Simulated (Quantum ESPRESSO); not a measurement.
# 2H-WSe2, 1 layer, stepped through biaxial strain, part 2 of 6

Aim: how the results for 2H-WSe2, 1 layer change with biaxial strain.

Quantum ESPRESSO 7.5; plane-wave DFT, PBE, GBRV ultrasoft pseudopotentials.

So far. Step 2 (Relaxing cell and ions of the reference):  The last row is no step: it is a fresh SCF in the final cell with a new plane-wave basis, +0 meV from the row before.

## 3. Relaxation with pw.x, -4 %

The input, m0.relax.in:

```
&control
  prefix = 'm0.relax'
  outdir = './out'
  pseudo_dir = './pseudo'
  nstep = 40
  forc_conv_thr = 0.0003
  calculation = 'relax'
  tstress = .true.
/
&system
  ibrav = 0
  nat = 3
  ntyp = 2
  ecutwfc = 50
  ecutrho = 250
  occupations = 'smearing'
  smearing = 'fd'
  degauss = 0.002
/
&electrons
  conv_thr = 1e-09
  mixing_beta = 0.4
  electron_maxstep = 120
  mixing_mode = 'plain'
/
&ions
/
ATOMIC_SPECIES
  Se  78.9710  se_pbe_v1.uspp.F.UPF
  W   183.8400  w_pbe_v1.2.uspp.F.UPF
CELL_PARAMETERS angstrom
  3.18543293760000 0.00000000000000 0.00000000000000
  -1.59271646880000 2.75866584576000 0.00000000000000
  0.00000000000000 0.00000000000000 18.74034793400000
ATOMIC_POSITIONS crystal
  Se  0.333333333300 0.666666666700 0.410331696300
  W   0.000000000000 0.000000000000 0.500000000000
  Se  0.333333333300 0.666666666700 0.589668303700
K_POINTS automatic
  12 12 1 0 0 0
```

Run with:

```
OMP_NUM_THREADS=1 mpirun -n 4 pw.x -nk 4 -in m0.relax.in > m0.relax.out
```

What it wrote:

```text
[banner, memory and clock lines left out]
Program PWSCF v.7.5 starts
[citation notice left out]

[...]
Message from routine setup:
[...]
bravais-lattice index     =            0
     lattice parameter (alat)  =       6.0196  a.u.
     unit-cell volume          =    1111.3269 (a.u.)^3
     number of atoms/cell      =            3
     number of atomic types    =            2
     number of electrons       =        26.00
     number of Kohn-Sham states=           17
     kinetic-energy cutoff     =      50.0000  Ry
     charge density cutoff     =     250.0000  Ry
     scf convergence threshold =      1.0E-09
     mixing beta               =       0.4000
     number of iterations used =            8  plain     mixing
     energy convergence thresh.=      1.0E-04
     force convergence thresh. =      3.0E-04
     Exchange-correlation= SLA  PW   PBE  PBE
                           (   1   4   3   4   0   0   0)
     nstep                     =           40

[...]
PseudoPot. # 1 for Se read from file:
     ./pseudo/se_pbe_v1.uspp.F.UPF
     Pseudo is Ultrasoft + core correction, Zval =  6.0
     Generated by new atomic code, or converted to UPF format
     Using radial grid of  877 points,  6 beta functions with:
                l(1) =   0
                l(2) =   0
                l(3) =   1
                l(4) =   1
                l(5) =   2
                l(6) =   2
     Q(r) pseudized with  8 coefficients,  rinner =    1.300   1.300   1.300
                                                       1.300   1.300

     PseudoPot. # 2 for W  read from file:
     ./pseudo/w_pbe_v1.2.uspp.F.UPF
     Pseudo is Ultrasoft + core correction, Zval = 14.0
     Generated by new atomic code, or converted to UPF format
     Using radial grid of  923 points,  8 beta functions with:
                l(1) =   0
                l(2) =   0
                l(3) =   0
                l(4) =   1
                l(5) =   1
                l(6) =   2
                l(7) =   2
                l(8) =   3
     Q(r) pseudized with  6 coefficients,  rinner =    1.350   1.350   1.350
                                                       1.350   1.350   1.350
                                                       1.350

     atomic species   valence    mass     pseudopotential
     Se                6.00    78.97100     Se( 1.00)
     W                14.00   183.84000     W ( 1.00)

     12 Sym. Ops. (no inversion) found

[...]
number of k points=    19  Fermi-Dirac smearing, width (Ry)=  0.0020
[...]
Dense  grid:    74123 G-vectors     FFT dimensions: (  32,  32, 180)

     Smooth grid:    53277 G-vectors     FFT dimensions: (  27,  27, 160)

     Check: negative core charge=   -0.000001

     Initial potential from superposition of free atoms

     starting charge      25.8995, renormalised to      26.0000

     negative rho (up, down):  6.114E-02 0.000E+00
     Starting wfcs are   21 randomized atomic wfcs

     per-process dynamical memory:    63.9 Mb

     Self-consistent Calculation

     iteration #  1     ecut=    50.00 Ry     beta= 0.40
     Davidson diagonalization with overlap
     ethr =  1.00E-02,  avg # of iterations =  2.2

     Threshold (ethr) on eigenvalues was too large:
     Diagonalizing with lowered threshold

     Davidson diagonalization with overlap
     ethr =  3.46E-04,  avg # of iterations =  1.5

     negative rho (up, down):  6.325E-02 0.000E+00

     total energy              =    -246.43346527 Ry
     estimated scf accuracy    <       0.10583924 Ry

     iteration #  2     ecut=    50.00 Ry     beta= 0.40
[...]
negative rho (up, down):  6.383E-02 0.000E+00

[...]
total energy              =    -246.43933206 Ry
     estimated scf accuracy    <       0.08470576 Ry

     iteration #  3     ecut=    50.00 Ry     beta= 0.40
[...]
negative rho (up, down):  6.545E-02 0.000E+00

[...]
total energy              =    -246.45335603 Ry
     estimated scf accuracy    <       0.01381025 Ry

     iteration #  4     ecut=    50.00 Ry     beta= 0.40
[...]
negative rho (up, down):  6.655E-02 0.000E+00

[...]
total energy              =    -246.45477808 Ry
     estimated scf accuracy    <       0.00074868 Ry

     iteration #  5     ecut=    50.00 Ry     beta= 0.40
[...]
negative rho (up, down):  6.665E-02 0.000E+00

[...]
total energy              =    -246.45486406 Ry
     estimated scf accuracy    <       0.00004321 Ry

     iteration #  6     ecut=    50.00 Ry     beta= 0.40
[...]
negative rho (up, down):  6.661E-02 0.000E+00

[...]
total energy              =    -246.45490941 Ry
     estimated scf accuracy    <       0.00000577 Ry

     iteration #  7     ecut=    50.00 Ry     beta= 0.40
[...]
negative rho (up, down):  6.658E-02 0.000E+00

[...]
total energy              =    -246.45491019 Ry
     estimated scf accuracy    <       0.00000031 Ry

     iteration #  8     ecut=    50.00 Ry     beta= 0.40
[...]
negative rho (up, down):  6.656E-02 0.000E+00

[...]
total energy              =    -246.45491045 Ry
     estimated scf accuracy    <       0.00000006 Ry

     iteration #  9     ecut=    50.00 Ry     beta= 0.40
[...]
negative rho (up, down):  6.655E-02 0.000E+00

[...]
total energy              =    -246.45491046 Ry
     estimated scf accuracy    <          3.7E-09 Ry

     iteration # 10     ecut=    50.00 Ry     beta= 0.40
[...]
negative rho (up, down):  6.655E-02 0.000E+00

[...]
End of self-consistent calculation

          k = 0.0000 0.0000 0.0000 (  6643 PWs)   bands (ev):

   -73.0546 -37.3935 -37.1577 -37.1577 -14.4289 -13.0900  -5.8073  -1.7111
    -1.4542  -1.4542  -0.1976  -0.1976   0.1436   4.1561   4.1561   4.3243
     4.3243

          k = 0.0000 0.0962 0.0000 (  6647 PWs)   bands (ev):

   -73.0534 -37.3891 -37.1804 -37.1629 -14.3087 -13.0280  -5.6555  -1.9077
    -1.7942  -1.3347  -0.4000  -0.2330   0.1427   3.7600   3.8788   4.1636
     4.3533

[...]
the Fermi energy is     1.6658 ev

!    total energy              =    -246.45491047 Ry
     estimated scf accuracy    <          3.9E-10 Ry
     smearing contrib. (-TS)   =      -0.00000000 Ry
     internal energy E=F+TS    =    -246.45491047 Ry

     The total energy is F=E-TS. E is the sum of the following terms:
     one-electron contribution =    -970.17616470 Ry
     hartree contribution      =     486.34011612 Ry
     xc contribution           =    -100.90719028 Ry
     ewald contribution        =     338.28832839 Ry

     convergence has been achieved in  10 iterations

     negative rho (up, down):  6.655E-02 0.000E+00

     Forces acting on atoms (cartesian axes, Ry/au):

     atom    1 type  1   force =     0.00000000    0.00000000   -0.03737387
     atom    2 type  2   force =     0.00000000    0.00000000    0.00000000
     atom    3 type  1   force =     0.00000000    0.00000000    0.03737387

     Total force =     0.052855     Total SCF correction =     0.000041

     Computing stress (Cartesian axis) and pressure

     negative rho (up, down):  6.655E-02 0.000E+00
          total   stress  (Ry/bohr**3)                   (kbar)     P=       42.57
   0.00032941  -0.00000000   0.00000000           48.46       -0.00        0.00
   0.00000000   0.00032941   0.00000000            0.00       48.46        0.00
  -0.00000000   0.00000000   0.00020929           -0.00        0.00       30.79

     BFGS Geometry Optimization
     Energy error            =      2.8E-03 Ry
     Gradient error          =      3.7E-02 Ry/Bohr

     number of scf cycles    =   1
     number of bfgs steps    =   0

     energy             new  =    -246.4549104679 Ry

     new trust radius        =       0.0373738724 bohr
     new conv_thr            =       0.0000000010 Ry

ATOMIC_POSITIONS (crystal)
Se               0.3333333333        0.6666666667        0.4092763583
W                0.0000000000        0.0000000000        0.5000000000
Se               0.3333333333        0.6666666667        0.5907236417

[...]
NEW-OLD atomic charge density approx. for the potential

     Check: negative core charge=   -0.000001

     negative rho (up, down):  6.659E-02 0.000E+00

     per-process dynamical memory:    69.6 Mb

[...]
!    total energy              =    -246.45713983 Ry
[...]
Total force =     0.031691     Total SCF correction =     0.000023
[...]
number of bfgs steps    =   1
[...]
energy             new  =    -246.4571398273 Ry
[...]
new trust radius        =       0.0411112597 bohr
[...]
!    total energy              =    -246.45833569 Ry
[...]
Total force =     0.009652     Total SCF correction =     0.000006
[...]
number of bfgs steps    =   2
[...]
energy             new  =    -246.4583356863 Ry
[...]
new trust radius        =       0.0180033403 bohr
[...]
!    total energy              =    -246.45846308 Ry
[...]
Total force =     0.000395     Total SCF correction =     0.000022
[...]
number of bfgs steps    =   3
[...]
energy             new  =    -246.4584630802 Ry
[...]
new trust radius        =       0.0007680147 bohr
[...]
Self-consistent Calculation

     iteration #  1     ecut=    50.00 Ry     beta= 0.40
     Davidson diagonalization with overlap
     ethr =  1.00E-06,  avg # of iterations =  2.0

     Threshold (ethr) on eigenvalues was too large:
     Diagonalizing with lowered threshold

     Davidson diagonalization with overlap
     ethr =  1.88E-10,  avg # of iterations =  5.2

     negative rho (up, down):  6.661E-02 0.000E+00

     total energy              =    -246.45846327 Ry
     estimated scf accuracy    <       0.00000008 Ry

[...]
iteration #  6     ecut=    50.00 Ry     beta= 0.40
[...]
negative rho (up, down):  6.661E-02 0.000E+00

[...]
End of self-consistent calculation

          k = 0.0000 0.0000 0.0000 (  6643 PWs)   bands (ev):

   -73.0687 -37.3820 -37.1366 -37.1366 -14.2219 -13.0476  -5.6877  -1.7994
    -1.1488  -1.1488   0.0267   0.0573   0.0573   4.1639   4.1639   4.2256
     4.2256

          k = 0.0000 0.0962 0.0000 (  6647 PWs)   bands (ev):

   -73.0676 -37.3778 -37.1585 -37.1417 -14.1039 -12.9813  -5.5338  -1.9418
    -1.4929  -1.0312  -0.1440  -0.0463   0.0408   3.6545   3.8750   4.0725
     4.3432

[...]
the Fermi energy is     1.5092 ev

!    total energy              =    -246.45846330 Ry
     estimated scf accuracy    <          2.3E-12 Ry
     smearing contrib. (-TS)   =      -0.00000000 Ry
     internal energy E=F+TS    =    -246.45846330 Ry

     The total energy is F=E-TS. E is the sum of the following terms:
     one-electron contribution =    -956.88083144 Ry
     hartree contribution      =     479.72674295 Ry
     xc contribution           =    -100.81655384 Ry
     ewald contribution        =     331.51217903 Ry

     convergence has been achieved in   6 iterations

     negative rho (up, down):  6.661E-02 0.000E+00

     Forces acting on atoms (cartesian axes, Ry/au):

     atom    1 type  1   force =     0.00000000    0.00000000   -0.00000464
     atom    2 type  2   force =    -0.00000000   -0.00000000    0.00000000
     atom    3 type  1   force =     0.00000000    0.00000000    0.00000464

     Total force =     0.000007     Total SCF correction =     0.000000

     Computing stress (Cartesian axis) and pressure

     negative rho (up, down):  6.661E-02 0.000E+00
          total   stress  (Ry/bohr**3)                   (kbar)     P=       23.98
   0.00024665  -0.00000000   0.00000000           36.28       -0.00        0.00
   0.00000000   0.00024665   0.00000000            0.00       36.28        0.00
   0.00000000   0.00000000  -0.00000427            0.00        0.00       -0.63

     Energy error            =      2.2E-07 Ry
     Gradient error          =      4.6E-06 Ry/Bohr

     bfgs converged in   5 scf cycles and   4 bfgs steps
     (criteria: energy <  1.0E-04 Ry, force <  3.0E-04 Ry/Bohr)

     End of BFGS Geometry Optimization

     Final energy             =    -246.4584632985 Ry

     File ./out/m0.relax.bfgs deleted, as requested
Begin final coordinates

ATOMIC_POSITIONS (crystal)
Se               0.3333333333        0.6666666667        0.4075854337
W                0.0000000000        0.0000000000        0.5000000000
Se               0.3333333333        0.6666666667        0.5924145663
End final coordinates

[...]
```

The job ended after 78 s (4 MPI ranks of Arm Neoverse V1, shared host; peak memory 0.82 GiB; 5.2 min of CPU time).

Step by step:

| step | energy less that of the first step (eV) | largest force (eV/Å) |
| --- | --- | --- |
| 1 | 0.0000 | 0.9609 |
| 2 | -0.0303 | 0.5762 |
| 3 | -0.0466 | 0.1755 |
| 4 | -0.0483 | 0.0072 |
| 5 | -0.0483 | 0.0001 |

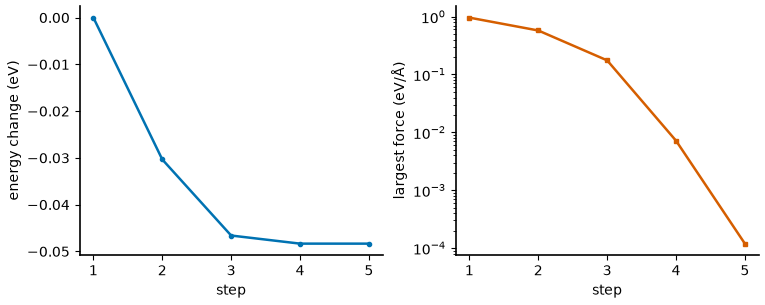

Energy and largest force along the relaxation.

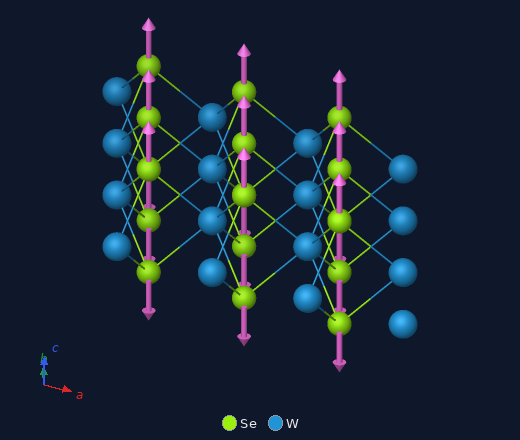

Displacements in the relaxation, exaggerated; the longest in the cell stands for 0.05 Å. Bonds to atoms that aren't drawn are left out. 3×3×1 cells are drawn. Some periodic images of atoms are drawn too.

The atoms that moved most (Å):

| atom | dx | dy | dz | length |
| --- | --- | --- | --- | --- |
| Se1 | 0.000 | 0.000 | -0.051 | 0.051 |
| Se3 | 0.000 | 0.000 | 0.051 | 0.051 |

Final coordinates:

```xyz
3
Lattice="3.1854 0.0000 0.0000 -1.5927 2.7587 0.0000 0.0000 0.0000 18.7403" Properties=species:S:1:pos:R:3
Se    0.0000    1.8391    7.6383
W     0.0000    0.0000    9.3702
Se    0.0000    1.8391   11.1021
```

The relaxation lowers the energy by 16 meV an atom.

Numbers from this step:

```
free energy  : -3353.2382 eV
Fermi energy : 1.509 eV
```

(Part 2 of 6 ends here.)

[Logs are printed without paths, hosts, clocks, repeated set-up lines and the standing remarks that a program may print on its own settings, such as how far it seeks lower states.]

[Hosts, paths, dates, database ids (printed as entryN), source tags and the programs' standing remarks are cut or masked in the printed files.]

[Maps of the electrostatic potential energy from Ansatz leave out the sawtooth potential of an applied field or a dipole correction, so their vacuum need not be flat; planar profiles and work functions include it.]
